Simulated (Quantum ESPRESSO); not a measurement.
Run report: CuO, single-point calculation (part 2 of 3)

Continued. System: CuO (P-6m2, 2 atoms in the cell). Method: Kohn-Sham DFT of a periodic cell, PBEsol, GBRV 1.5 PBEsol, no spin polarisation (Quantum ESPRESSO 7.5); cutoff 761.92 eV, 11×11×10 k-mesh, fermi-dirac of 0.05 eV. The structure was built on a prototype by a generator; it need not be a known phase. The volume is scaled by 1.06.

Geometry of the input (Å; fractional positions):
```
2.8920  0.0000  0.0000
-1.4460  2.5045  0.0000
0.0000  0.0000  2.8224
Cu 0.0000  0.0000  0.0000
O  0.6667  0.3333  0.5000
```

Output, continued:
```
  -100.6605 -58.3503 -58.1439 -58.1400  -6.6665   4.1251   7.4564   7.6278
     8.7192   9.0739   9.6202  10.1464  11.0260  17.4308  19.5862  26.4307
    27.9945  28.1382  33.5616

          k = 0.0000 0.3149 0.0000 (   987 PWs)   bands (ev):

  -100.6611 -58.3325 -58.1505 -58.1427  -7.1612   5.6723   7.5781   7.9412
     8.2420   9.2557   9.6855  10.2518  10.5954  14.5739  21.9221  26.1890
    27.3918  28.0094  33.0872

          k = 0.0000 0.3149 0.1025 (   982 PWs)   bands (ev):

  -100.6610 -58.3342 -58.1503 -58.1425  -7.1017   5.7436   7.2552   7.8791
     8.3529   9.2264   9.6587  10.3790  10.4336  14.9607  21.9117  25.7075
    27.3374  27.8710  33.8661

          k = 0.0000 0.3149 0.2049 (   980 PWs)   bands (ev):

  -100.6608 -58.3384 -58.1499 -58.1422  -6.9406   5.8499   6.6338   7.7212
     8.5201   9.2030   9.5275  10.2621  10.6556  15.7516  21.8368  24.5475
    27.1628  28.0029  33.8784

          k = 0.0000 0.3149 0.3074 (   979 PWs)   bands (ev):

  -100.6604 -58.3437 -58.1495 -58.1418  -6.7288   5.4286   6.5299   7.5388
     8.6405   9.2234   9.4406  10.1778  10.9388  16.4708  21.5123  23.7974
    26.8855  27.8566  33.1798

          k = 0.0000 0.3149 0.4099 (   980 PWs)   bands (ev):

  -100.6602 -58.3480 -58.1491 -58.1414  -6.5456   4.8493   6.7385   7.4018
     8.6878   9.2585   9.5415  10.0408  11.1418  16.9069  20.9929  23.8622
    26.6180  27.1018  33.2390

          k = 0.0000 0.3149-0.5123 (   978 PWs)   bands (ev):

  -100.6601 -58.3497 -58.1489 -58.1413  -6.4724   4.6228   6.8319   7.3517
     8.7007   9.2745   9.6834   9.8999  11.2150  17.0422  20.7601  24.0896
    26.5072  26.6011  33.3855

          k = 0.0000 0.4199 0.0000 (   986 PWs)   bands (ev):

  -100.6608 -58.3320 -58.1552 -58.1439  -6.8618   4.9209   7.3692   8.1229
     8.2488   9.2295   9.6628   9.9892  10.9692  15.5976  20.4144  26.0619
    27.3770  27.8215  33.4039

          k = 0.0000 0.4199 0.1025 (   977 PWs)   bands (ev):

  -100.6607 -58.3337 -58.1550 -58.1438  -6.8111   5.0108   7.1632   7.9680
     8.3469   9.2841   9.6147  10.1432  10.7609  15.9495  20.3075  25.8984
    27.2026  27.3158  34.1481

          k = 0.0000 0.4199 0.2049 (   977 PWs)   bands (ev):

  -100.6604 -58.3379 -58.1546 -58.1434  -6.6742   5.2396   6.6713   7.6628
     8.5339   9.3611   9.4803  10.4488  10.5165  16.5825  20.1188  25.0157
    26.7306  27.0445  33.4186

          k = 0.0000 0.4199 0.3074 (   970 PWs)   bands (ev):

  -100.6601 -58.3432 -58.1541 -58.1430  -6.4958   5.4219   6.1878   7.3798
     8.7009   9.4051   9.4184  10.2428  10.9316  16.8122  20.2825  23.9905
    26.1267  26.7380  32.8270

          k = 0.0000 0.4199 0.4099 (   970 PWs)   bands (ev):

  -100.6598 -58.3474 -58.1537 -58.1426  -6.3430   5.2306   6.1483   7.1907
     8.8138   9.4556   9.5149  10.0350  11.2454  16.5797  20.9758  23.1219
    25.6287  26.1201  33.0499

          k = 0.0000 0.4199-0.5123 (   964 PWs)   bands (ev):

  -100.6597 -58.3490 -58.1536 -58.1425  -6.2824   5.0798   6.2130   7.1249
     8.8610   9.4688   9.7070   9.8214  11.3623  16.4202  21.5922  22.5325
    25.4371  25.8068  33.2749

          k = 0.0000 0.5249 0.0000 (   978 PWs)   bands (ev):

  -100.6605 -58.3317 -58.1580 -58.1446  -6.6715   4.4891   7.2644   8.2110
     8.2486   9.2139   9.7112   9.8202  11.1720  16.4025  19.3648  25.8713
    27.3225  27.7496  33.9903

          k = 0.0000 0.5249 0.1025 (   976 PWs)   bands (ev):

  -100.6604 -58.3334 -58.1578 -58.1445  -6.6266   4.5878   7.1034   8.0122
     8.3222   9.3699   9.6464   9.9645  10.9534  16.7847  19.1381  25.8451
    27.0837  27.1627  34.1714

          k = 0.0000 0.5249 0.2049 (   970 PWs)   bands (ev):

  -100.6602 -58.3376 -58.1574 -58.1441  -6.5059   4.8512   6.7039   7.6190
     8.5539   9.4849   9.5005  10.4010  10.5910  17.3885  18.7769  25.2678
    26.4634  26.6219  33.0748

          k = 0.0000 0.5249 0.3074 (   974 PWs)   bands (ev):

  -100.6599 -58.3428 -58.1569 -58.1437  -6.3494   5.1734   6.2107   7.2863
     8.7955   9.3943   9.5537  10.3182  10.9098  16.9325  19.4350  24.2365
    25.7076  26.2870  32.6229

          k = 0.0000 0.5249 0.4099 (   964 PWs)   bands (ev):

  -100.6596 -58.3471 -58.1565 -58.1433  -6.2161   5.3548   5.8807   7.0727
     9.0141   9.4857   9.5805  10.0569  11.2962  16.1763  20.5998  23.1034
    25.1041  25.8309  32.9542

          k = 0.0000 0.5249-0.5123 (   962 PWs)   bands (ev):

  -100.6595 -58.3487 -58.1563 -58.1432  -6.1634   5.3359   5.8402   6.9994
     9.1227   9.5893   9.6723   9.8113  11.4406  15.8610  21.8180  21.8986
    24.8748  25.6322  33.2260

          k = 0.0909 0.1575 0.0000 (   971 PWs)   bands (ev):

  -100.6616 -58.3332 -58.1440 -58.1411  -7.5310   6.7973   7.7111   7.9803
     8.1057   9.2872   9.9753   9.9969  10.5783  13.1985  24.3226  25.9030
    27.2395  28.3891  33.4869

          k = 0.0909 0.1575 0.1025 (   978 PWs)   bands (ev):

  -100.6615 -58.3349 -58.1439 -58.1410  -7.4616   6.8266   7.3167   7.7262
     8.4117   9.2146   9.7232  10.1772  10.6532  13.6413  24.3821  25.3319
    27.0425  29.0729  33.6046

          k = 0.0909 0.1575 0.2049 (   985 PWs)   bands (ev):

  -100.6612 -58.3392 -58.1435 -58.1406  -7.2723   6.1187   7.1254   7.7428
     8.6216   9.0865   9.4739  10.3113  10.7932  14.6107  23.4874  25.0234
    27.2851  30.2138  32.8136

          k = 0.0909 0.1575 0.3074 (   981 PWs)   bands (ev):

  -100.6609 -58.3445 -58.1431 -58.1402  -7.0207   5.0597   7.3467   7.7383
     8.7301   9.0181   9.4025  10.3465  10.9049  15.7088  21.7566  25.6371
    27.7352  30.7290  32.1447

          k = 0.0909 0.1575 0.4099 (   994 PWs)   bands (ev):

  -100.6607 -58.3488 -58.1427 -58.1399  -6.8002   4.2896   7.5198   7.7229
     8.7389   9.0209   9.5160  10.2899  10.9614  16.7989  20.1641  26.5148
    28.1276  29.5271  32.9743

          k = 0.0909 0.1575-0.5123 (   994 PWs)   bands (ev):

  -100.6606 -58.3505 -58.1426 -58.1397  -6.7113   4.0086   7.5697   7.7245
     8.7382   9.0329   9.5999  10.2391  10.9761  17.4984  19.2757  27.1984
    28.2811  28.6635  33.5108

          k = 0.0909 0.2624 0.0000 (   984 PWs)   bands (ev):

  -100.6613 -58.3327 -58.1483 -58.1425  -7.2720   6.0361   7.6804   7.7846
     8.2497   9.2516   9.7126  10.3258  10.4429  14.2503  22.6694  25.7504
    27.6064  28.1255  33.6191

          k = 0.0909 0.2624 0.1025 (   976 PWs)   bands (ev):

  -100.6612 -58.3344 -58.1482 -58.1424  -7.2095   6.1028   7.2641   7.7664
     8.3916   9.1919   9.7396  10.2118  10.5052  14.6408  22.7168  25.5647
    26.4896  29.1160  33.4387

          k = 0.0909 0.2624 0.2049 (   984 PWs)   bands (ev):

  -100.6609 -58.3387 -58.1478 -58.1420  -7.0397   6.0879   6.6456   7.6784
     8.5595   9.1384   9.6168  10.1209  10.7195  15.4655  22.7475  24.2789
    26.4228  29.7291  32.4666

          k = 0.0909 0.2624 0.3074 (   979 PWs)   bands (ev):

  -100.6606 -58.3440 -58.1473 -58.1416  -6.8158   5.3495   6.7646   7.5652
     8.6562   9.1581   9.4952  10.1110  10.9413  16.3014  21.9713  23.8613
    26.6685  28.9888  32.7331

          k = 0.0909 0.2624 0.4099 (   984 PWs)   bands (ev):

  -100.6603 -58.3482 -58.1470 -58.1412  -6.6213   4.6893   6.9765   7.4954
     8.6724   9.2029   9.5630  10.0232  11.0959  16.9561  20.8689  24.3405
    26.8292  27.7250  33.6970

          k = 0.0909 0.2624-0.5123 (   982 PWs)   bands (ev):

  -100.6602 -58.3499 -58.1468 -58.1411  -6.5434   4.4425   7.0477   7.4855
     8.6706   9.2238   9.6640   9.9281  11.1506  17.2366  20.3977  24.7154
    26.8839  27.0645  34.4191

          k = 0.0909 0.3674 0.0000 (   988 PWs)   bands (ev):

  -100.6609 -58.3322 -58.1530 -58.1440  -6.9695   5.2802   7.4472   7.8095
     8.3930   9.2121   9.5901  10.0584  10.8597  15.3393  21.1520  25.3272
    27.9400  28.0808  33.3886

          k = 0.0909 0.3674 0.1025 (   985 PWs)   bands (ev):

  -100.6608 -58.3338 -58.1529 -58.1439  -6.9156   5.3663   7.1819   7.7541
     8.4501   9.2073   9.6266  10.1407  10.6907  15.6727  21.1173  25.4111
    26.4220  28.8572  33.3951

          k = 0.0909 0.3674 0.2049 (   974 PWs)   bands (ev):

  -100.6605 -58.3381 -58.1525 -58.1435  -6.7696   5.5718   6.6080   7.5644
     8.5687   9.2612   9.5808  10.1875  10.6561  16.3121  21.0476  24.7350
    25.7001  28.5467  33.0433

          k = 0.0909 0.3674 0.3074 (   976 PWs)   bands (ev):

  -100.6602 -58.3434 -58.1520 -58.1431  -6.5788   5.5489   6.2349   7.3666
     8.6717   9.3448   9.4984  10.0935  10.9463  16.7388  21.0661  23.5788
    25.8223  27.4693  33.3586

          k = 0.0909 0.3674 0.4099 (   975 PWs)   bands (ev):

  -100.6599 -58.3476 -58.1516 -58.1427  -6.4149   5.1161   6.3617   7.2583
     8.7174   9.4173   9.5577   9.9522  11.2055  16.8050  21.2704  22.9135
    25.8215  26.4472  33.9659

          k = 0.0909 0.3674-0.5123 (   980 PWs)   bands (ev):

  -100.6598 -58.3493 -58.1514 -58.1426  -6.3497   4.9217   6.4334   7.2356
     8.7291   9.4461   9.7148   9.7768  11.3050  16.7661  21.4327  22.6789
    25.8181  26.0110  34.2380

          k = 0.0909 0.4724 0.0000 (   977 PWs)   bands (ev):

  -100.6606 -58.3318 -58.1566 -58.1452  -6.7212   4.7303   7.3044   7.7710
     8.5089   9.1816   9.6041   9.8412  11.1427  16.3632  19.8799  24.9008
    27.8771  28.3434  33.7073

          k = 0.0909 0.4724 0.1025 (   977 PWs)   bands (ev):

  -100.6605 -58.3334 -58.1564 -58.1451  -6.6747   4.8263   7.1146   7.7005
     8.4874   9.2945   9.6224   9.9310  10.9428  16.6699  19.7405  24.9782
    26.8137  28.3682  33.8044

          k = 0.0909 0.4724 0.2049 (   975 PWs)   bands (ev):

  -100.6602 -58.3377 -58.1560 -58.1447  -6.5493   5.0779   6.6733   7.4476
     8.5994   9.3928   9.5738  10.2199  10.6793  17.1382  19.5331  25.0144
    25.4952  27.5912  33.4360

          k = 0.0909 0.4724 0.3074 (   968 PWs)   bands (ev):

  -100.6599 -58.3429 -58.1555 -58.1443  -6.3866   5.3550   6.1642   7.2076
     8.7622   9.4031   9.5745  10.1994  10.9170  16.9752  19.8602  24.0311
    25.2639  26.5879  33.4982

          k = 0.0909 0.4724 0.4099 (   964 PWs)   bands (ev):

  -100.6596 -58.3472 -58.1551 -58.1439  -6.2478   5.3744   5.9374   7.0847
     8.8847   9.4875   9.6265  10.0007  11.2650  16.4308  20.6742  22.8855
    25.1671  25.8969  33.8853

          k = 0.0909 0.4724-0.5123 (   966 PWs)   bands (ev):

  -100.6595 -58.3488 -58.1550 -58.1438  -6.1930   5.2722   5.9509   7.0562
     8.9351   9.5855   9.7348   9.7824  11.4044  16.1732  21.4523  21.9994
    25.1451  25.6345  34.1111

          k = 0.0909 0.5774 0.0000 (   980 PWs)   bands (ev):

  -100.6605 -58.3317 -58.1579 -58.1456  -6.6241   4.5284   7.2567   7.7426
     8.5575   9.1701   9.6584   9.7263  11.2426  16.9263  19.2349  24.7272
    27.8741  28.3961  34.0405

          k = 0.0909 0.5774 0.1025 (   977 PWs)   bands (ev):

  -100.6604 -58.3333 -58.1578 -58.1455  -6.5806   4.6276   7.0901   7.6707
     8.4924   9.3696   9.6473   9.8090  11.0394  17.2867  18.9877  24.8008
    27.0604  28.0801  33.9629

          k = 0.0909 0.5774 0.2049 (   972 PWs)   bands (ev):

  -100.6601 -58.3375 -58.1573 -58.1451  -6.4636   4.8906   6.6993   7.3973
     8.6097   9.4551   9.5911  10.1963  10.7200  17.7966  18.6123  24.9013
    25.7235  27.1970  33.4994

          k = 0.0909 0.5774 0.3074 (   970 PWs)   bands (ev):

  -100.6598 -58.3427 -58.1568 -58.1447  -6.3121   5.2080   6.2077   7.1459
     8.8154   9.4031   9.6258  10.2715  10.8924  17.0467  19.3863  24.2253
    25.0546  26.3375  33.4842

          k = 0.0909 0.5774 0.4099 (   961 PWs)   bands (ev):

  -100.6595 -58.3470 -58.1564 -58.1443  -6.1832   5.3984   5.8431   7.0213
     8.9961   9.4729   9.6750  10.0496  11.2807  16.2107  20.3673  22.9544
    24.9419  25.8133  33.8392

          k = 0.0909 0.5774-0.5123 (   960 PWs)   bands (ev):

  -100.6594 -58.3486 -58.1563 -58.1442  -6.1324   5.3937   5.7700   6.9918
     9.0769   9.5903   9.7297   9.8474  11.4380  15.8718  21.0636  22.1278
    24.9150  25.6161  34.0698

          k = 0.1818 0.3149 0.0000 (   981 PWs)   bands (ev):

  -100.6609 -58.3323 -58.1518 -58.1445  -7.0097   5.4925   7.4843   7.6112
     8.4467   9.1901   9.5309  10.0716  10.8259  15.3100  21.6087  24.7587
    28.0205  28.4613  33.8108

          k = 0.1818 0.3149 0.1025 (   984 PWs)   bands (ev):

  -100.6608 -58.3339 -58.1516 -58.1443  -6.9545   5.5817   7.1544   7.6055
     8.5166   9.1508   9.6425  10.0857  10.6872  15.6241  21.6344  24.8621
    26.2306  29.9626  32.3808

          k = 0.1818 0.3149 0.2049 (   976 PWs)   bands (ev):

  -100.6606 -58.3382 -58.1513 -58.1440  -6.8052   5.7954   6.5212   7.4646
     8.6064   9.2187   9.7201   9.9732  10.7025  16.2418  21.7113  24.2776
    25.2667  29.6299  32.0786

          k = 0.1818 0.3149 0.3074 (   978 PWs)   bands (ev):

  -100.6602 -58.3434 -58.1508 -58.1436  -6.6097   5.6074   6.2720   7.3205
     8.6689   9.3318   9.6231   9.9153  10.9556  16.7186  21.7781  22.9847
    25.5807  27.8905  33.4101

          k = 0.1818 0.3149 0.4099 (   976 PWs)   bands (ev):

  -100.6600 -58.3477 -58.1504 -58.1432  -6.4415   5.0719   6.4535   7.2848
     8.6786   9.4141   9.6212   9.8468  11.1885  16.9092  21.5765  22.5660
    25.8289  26.6131  34.6388

          k = 0.1818 0.3149-0.5123 (   972 PWs)   bands (ev):

  -100.6599 -58.3493 -58.1502 -58.1431  -6.3745   4.8608   6.5127   7.3066
     8.6703   9.4572   9.7184   9.7230  11.2801  16.9357  21.4091  22.5815
    25.9484  26.1050  35.1898

          k = 0.1818 0.4199 0.0000 (   974 PWs)   bands (ev):

  -100.6606 -58.3318 -58.1547 -58.1466  -6.7533   5.0651   7.3097   7.3452
     8.6635   9.1265   9.4342   9.8511  11.1424  16.5008  20.5871  23.7386
    28.0759  29.4487  33.4815

          k = 0.1818 0.4199 0.1025 (   975 PWs)   bands (ev):

  -100.6605 -58.3335 -58.1546 -58.1464  -6.7056   5.1631   7.0432   7.3492
     8.6537   9.1725   9.5749   9.8715  10.9635  16.7258  20.5475  23.8218
    26.7122  29.9324  32.3597

          k = 0.1818 0.4199 0.2049 (   972 PWs)   bands (ev):

  -100.6603 -58.3377 -58.1542 -58.1460  -6.5771   5.4175   6.5560   7.1792
     8.6794   9.3274   9.6914   9.9594  10.7506  17.0671  20.4736  23.9301
    25.2169  28.4820  33.1464

          k = 0.1818 0.4199 0.3074 (   976 PWs)   bands (ev):

  -100.6599 -58.3430 -58.1537 -58.1456  -6.4101   5.6550   6.0317   7.0498
     8.7452   9.4293   9.6955   9.9590  10.9251  17.0511  20.4900  23.3749
    24.8992  26.9215  34.3629

          k = 0.1818 0.4199 0.4099 (   973 PWs)   bands (ev):

  -100.6597 -58.3472 -58.1533 -58.1452  -6.2674   5.3993   5.9994   7.0752
     8.7815   9.4831   9.6927   9.9088  11.2330  16.7368  20.6481  22.5870
    25.1606  25.9763  35.3591

          k = 0.1818 0.4199-0.5123 (   974 PWs)   bands (ev):

  -100.6596 -58.3488 -58.1531 -58.1451  -6.2110   5.2295   6.0345   7.1282
     8.7858   9.5917   9.6036   9.8927  11.3693  16.5592  20.7798  22.2128
    25.3526  25.6227  35.7315

          k = 0.1818 0.5249 0.0000 (   975 PWs)   bands (ev):

  -100.6604 -58.3316 -58.1564 -58.1479  -6.5929   4.8323   7.0807   7.2756
     8.8021   9.0867   9.4641   9.6670  11.3186  17.6240  19.5969  23.1340
    28.2087  30.0175  33.5025

          k = 0.1818 0.5249 0.1025 (   977 PWs)   bands (ev):

  -100.6603 -58.3332 -58.1562 -58.1477  -6.5502   4.9314   6.9618   7.1728
     8.7019   9.3086   9.5570   9.6650  11.1358  17.8222  19.4569  23.2630
    27.1675  29.3055  33.2916

          k = 0.1818 0.5249 0.2049 (   977 PWs)   bands (ev):

  -100.6601 -58.3374 -58.1558 -58.1473  -6.4351   5.1849   6.6440   6.9284
     8.7257   9.4271   9.6286   9.9695  10.8234  17.9170  19.3032  23.6324
    25.5402  27.7339  34.0307

          k = 0.1818 0.5249 0.3074 (   970 PWs)   bands (ev):

  -100.6598 -58.3427 -58.1553 -58.1469  -6.2861   5.4509   6.1474   6.8472
     8.8297   9.4299   9.6532  10.2132  10.8574  17.3018  19.5127  23.8400
    24.4392  26.5043  34.9150

          k = 0.1818 0.5249 0.4099 (   969 PWs)   bands (ev):

  -100.6595 -58.3469 -58.1549 -58.1465  -6.1594   5.5154   5.8007   6.9418
     8.9119   9.4589   9.6563  10.1599  11.2309  16.5533  19.7205  22.9329
    24.8167  25.8385  35.6572

          k = 0.1818 0.5249-0.5123 (   970 PWs)   bands (ev):

  -100.6594 -58.3485 -58.1548 -58.1464  -6.1094   5.4296   5.7539   7.0179
     8.9415   9.5575   9.5762  10.1258  11.4113  16.2318  19.7919  22.5424
    25.0574  25.6029  35.8924

          k = 0.2727 0.4724 0.0000 (   966 PWs)   bands (ev):

  -100.6604 -58.3316 -58.1551 -58.1495  -6.5825   5.0846   6.6830   7.2887
     8.9348   9.0451   9.3328   9.6488  11.3509  17.8870  20.1556  22.1640
    28.4226  31.0889  32.9122

          k = 0.2727 0.4724 0.1025 (   972 PWs)   bands (ev):

  -100.6603 -58.3332 -58.1549 -58.1493  -6.5399   5.1894   6.6107   7.1362
     8.8263   9.2163   9.4935   9.6461  11.1750  17.9732  20.0880  22.3246
    27.2058  30.0855  32.6189

          k = 0.2727 0.4724 0.2049 (   970 PWs)   bands (ev):

  -100.6601 -58.3374 -58.1545 -58.1489  -6.4253   5.4531   6.4272   6.7763
     8.7995   9.3910   9.6221   9.8972  10.8596  17.9248  19.8880  22.8522
    25.4906  28.0352  33.9366

          k = 0.2727 0.4724 0.3074 (   974 PWs)   bands (ev):

  -100.6597 -58.3427 -58.1540 -58.1485  -6.2770   5.6953   6.0240   6.6747
     8.8410   9.4538   9.6196  10.2138  10.8377  17.4543  19.5769  23.4487
    24.3858  26.6194  34.9747

          k = 0.2727 0.4724 0.4099 (   970 PWs)   bands (ev):

  -100.6595 -58.3469 -58.1536 -58.1481  -6.1508   5.6052   5.7590   6.8972
     8.8775   9.4482   9.6068  10.2443  11.2033  16.8389  19.2470  23.0158
    24.7692  25.8645  35.4344

          k = 0.2727 0.4724-0.5123 (   978 PWs)   bands (ev):

  -100.6594 -58.3485 -58.1534 -58.1480  -6.1011   5.4411   5.7565   7.0362
     8.8855   9.4670   9.5710  10.2410  11.3980  16.5567  19.0954  22.7543
    25.1093  25.5996  35.4575

          k = 0.2727 0.5774 0.0000 (   974 PWs)   bands (ev):

  -100.6604 -58.3315 -58.1546 -58.1511  -6.5175   5.1791   6.3517   7.2718
     9.0120   9.0630   9.3699   9.4798  11.4266  19.0171  19.5952  21.3874
    28.6621  32.0100  32.2440

          k = 0.2727 0.5774 0.1025 (   978 PWs)   bands (ev):

  -100.6603 -58.3331 -58.1545 -58.1510  -6.4769   5.2899   6.3043   7.1030
     8.8773   9.3693   9.4025   9.5048  11.2546  18.9902  19.5119  21.6497
    27.4787  29.7903  33.5833

          k = 0.2727 0.5774 0.2049 (   976 PWs)   bands (ev):

  -100.6600 -58.3373 -58.1541 -58.1506  -6.3676   5.5535   6.2459   6.6633
     8.8582   9.4500   9.5061   9.9150  10.9110  18.5759  19.3362  22.4748
    25.6115  27.8552  34.4229

          k = 0.2727 0.5774 0.3074 (   975 PWs)   bands (ev):

  -100.6597 -58.3425 -58.1536 -58.1501  -6.2264   5.6963   6.1230   6.4399
     8.8942   9.4482   9.5522  10.4381  10.7299  17.7938  18.9726  23.5746
    24.1606  26.5808  35.0881

          k = 0.2727 0.5774 0.4099 (   969 PWs)   bands (ev):

  -100.6594 -58.3468 -58.1532 -58.1497  -6.1064   5.6357   5.7228   6.8179
     8.9304   9.4231   9.5590  10.4396  11.1638  17.0175  18.5292  23.1920
    24.6381  25.9062  35.2915

          k = 0.2727 0.5774-0.5123 (   966 PWs)   bands (ev):

  -100.6593 -58.3484 -58.1530 -58.1496  -6.0591   5.5127   5.6578   6.9984
     8.9440   9.4172   9.5438  10.4125  11.4049  16.6810  18.3223  22.9131
    25.0320  25.6927  35.2430

     the Fermi energy is    10.9333 ev

!    total energy              =    -435.62553084 Ry
     estimated scf accuracy    <          1.1E-10 Ry
     smearing contrib. (-TS)   =      -0.00180104 Ry
     internal energy E=F+TS    =    -435.62372980 Ry

     The total energy is F=E-TS. E is the sum of the following terms:
     one-electron contribution =    -305.10839670 Ry
     hartree contribution      =     165.88003448 Ry
     xc contribution           =     -45.40755603 Ry
     ewald contribution        =    -250.98781154 Ry

     convergence has been achieved in  13 iterations

     Forces acting on atoms (cartesian axes, Ry/au):

     atom    1 type  1   force =    -0.00000000   -0.00000000    0.00000000
     atom    2 type  2   force =     0.00000000    0.00000000    0.00000000

     Total force =     0.000000     Total SCF correction =     0.000000

     Computing stress (Cartesian axis) and pressure

          total   stress  (Ry/bohr**3)                   (kbar)     P=     -167.78
  -0.00085351   0.00000000   0.00000000         -125.56        0.00        0.00
   0.00000000  -0.00085351  -0.00000000            0.00     -125.56       -0.00
   0.00000000   0.00000000  -0.00171453            0.00        0.00     -252.22

=------------------------------------------------------------------------------=
   JOB DONE.
=------------------------------------------------------------------------------=
```

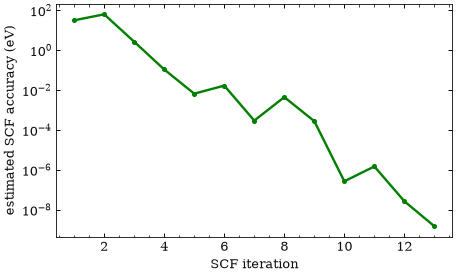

Convergence of the self-consistent field: estimated SCF accuracy against the iteration. The field takes 13 iterations in all.
